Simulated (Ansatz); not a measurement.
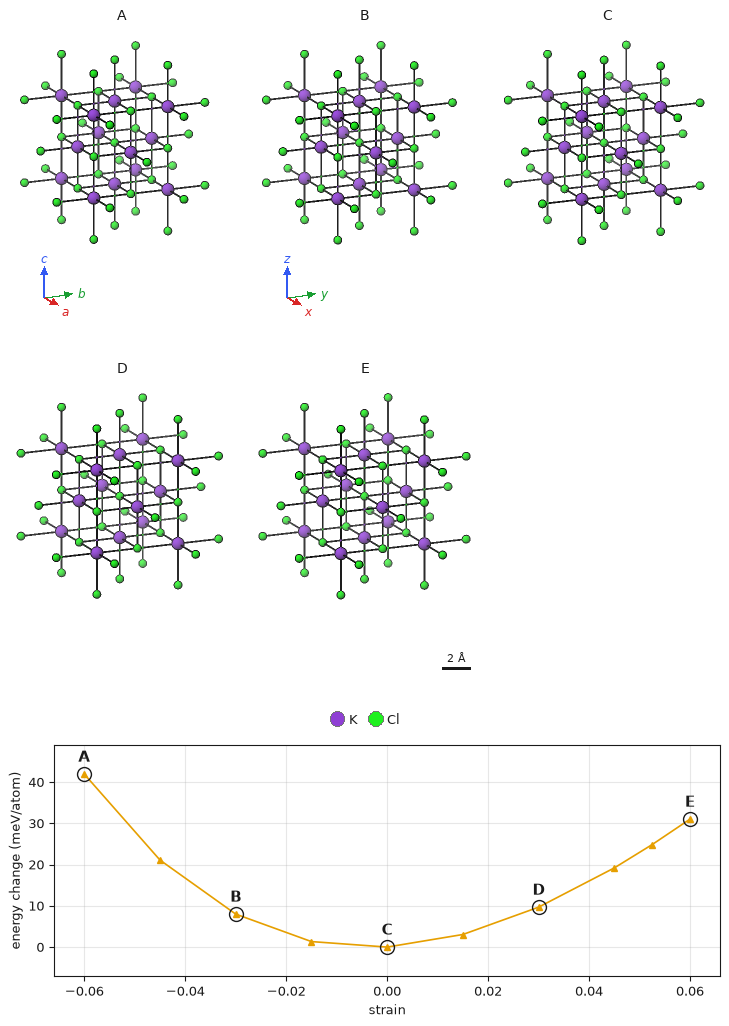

A scan of a crystal of KCl (Fm-3m): the cell is strained equally along x and y, with the atoms kept at their fractional coordinates. x, y and z are the Cartesian axes of the input. The lettered frames are marked on the plot. Style: ball-and-stick. Shown: the conventional cell (4 times the calculation's cell), slightly off an axis. Lengths and directions refer to the drawn axes.

Level of theory: DFT r2SCAN, scalar-relativistic, plane waves, PAW (Ansatz 0.2.0). Settings: plane-wave cutoff 500 eV; k-point mesh 6 × 6 × 6; occupations gaussian; smearing width 0.05 eV; no spin polarisation. Energies (free energies at the smearing named) are counted from the cell as listed in its source, which wasn't relaxed.

Read off the main features of the energy profile.

Answer. The lowest computed point lies at the strain 0.00 (0.0 meV/atom). The end points stand at 41.9 meV/atom (−0.06) and 31.0 meV/atom (0.06). The curvature at zero strain, (1/V) d²E/dε², is about 100 GPa; it is C₁₁ + C₂₂ + 2C₁₂ with clamped ions. The distortion takes the space group from Fm-3m to I4/mmm. At the strain −0.06 the cell of the drawing goes a 6.312 → 5.933 Å, b 6.312 → 5.933 Å.

The computed points:

```
 strain  energy change (meV/atom)
−0.0600                      41.9
−0.0450                      21.1
−0.0300                       8.0
−0.0150                       1.3
 0.0000                       0.0
 0.0150                       3.0
 0.0300                       9.7
 0.0450                      19.2
 0.0525                      24.9
 0.0600                      31.0
```
